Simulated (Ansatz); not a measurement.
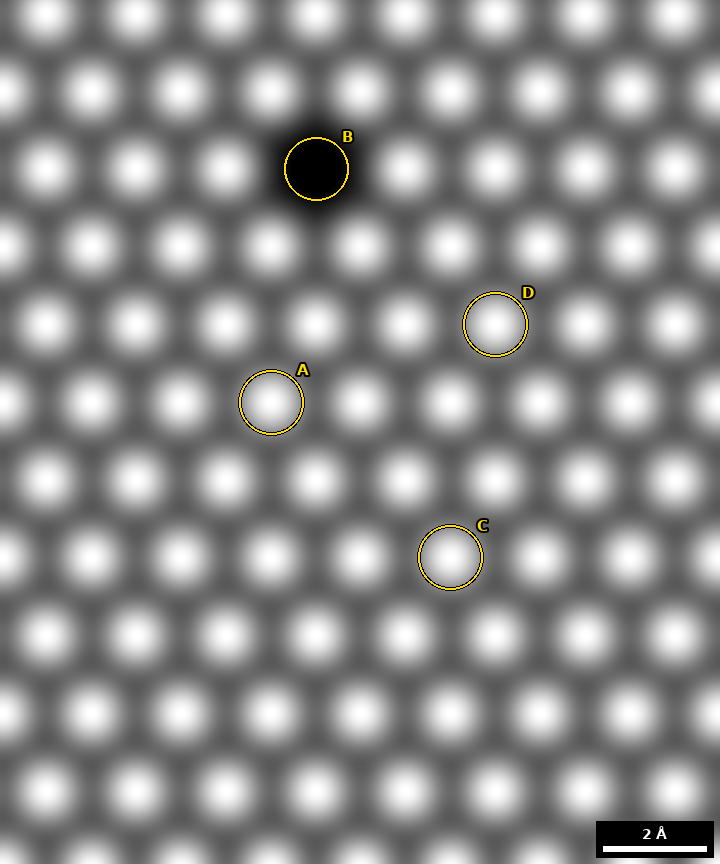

Z-contrast image of Ge (Fm-3m, No. 225) along [111]. Simulated incoherent Z contrast: every atom adds Z^1.7 spread by a probe of 1.06 Å full width; channelling and multiple scattering are left out. The probe carries 25 % of its weight in a tail 2.5 times as wide. The display is stretched by a gamma of 0.8; percentages refer to the linear signal.

The sample is 1 repeat (7.4 Å) thick. One point defect was put into the perfect crystal, without relaxing the atoms around it. Brightness is counted from the darkest point of the image. Host structure: the end point of a relaxation with Ansatz 0.2.0, DFT, PBE, plane waves (420 eV) with PAW, scalar-relativistic; the starting structure was generated, so it need not be a known form of this composition.

Which ringed column holds the defect, and does it scatter more or less than its equals?

B; it scatters less. The column holds 1 atom (Ge) through the sample, and one Ge atom is missing, so its peak vanishes.
